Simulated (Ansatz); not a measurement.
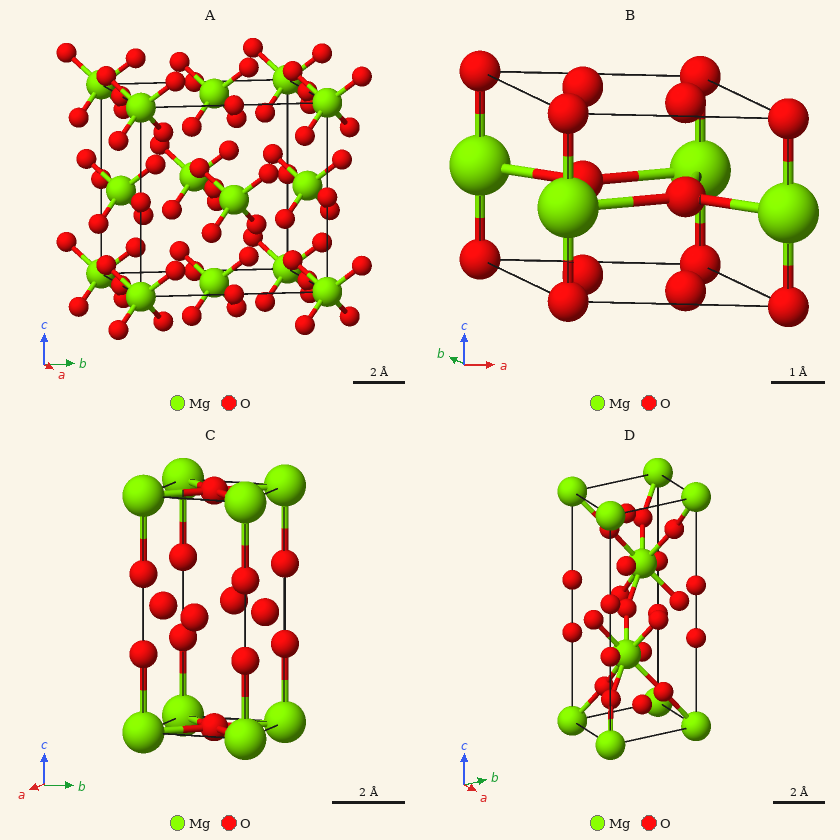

Four structures of MgO5, each relaxed to rest (conventional cells in solid outline, small ones repeated, each panel with its own scale). Method: DFT PBE, scalar-relativistic, plane waves, PAW (Ansatz 0.2.0), with collinear spins.

> Name the structure in each panel.

A: 24 atoms a cell on a face-centred cubic lattice, F-43m; B: 6 atoms a cell on a primitive hexagonal lattice, P6/mmm; C: 6 atoms a cell on a primitive tetragonal lattice, P4/mmm; D: 18 atoms a cell on a rhombohedral (trigonal R) lattice, R32.

> Rank them by energy, lowest first.

B, then C (+121 meV/atom), D (+211 meV/atom) and A (+514 meV/atom), energies at zero smearing.

> Collect the results in a table.

| panel | structure | E − E(lowest) (meV/atom) | volume (Å³/atom) | gap (eV) |
| --- | --- | --- | --- | --- |
| B | P6/mmm | 0 | 9.6 | metal |
| C | P4/mmm | 121 | 10.4 | metal |
| D | R32 | 211 | 11.0 | metal |
| A | F-43m | 514 | 17.5 | metal |

Some of these may be structure types tried for this composition rather than known phases, and the most stable form need not be among them. Gaps are taken on the k-mesh or band path of each run.
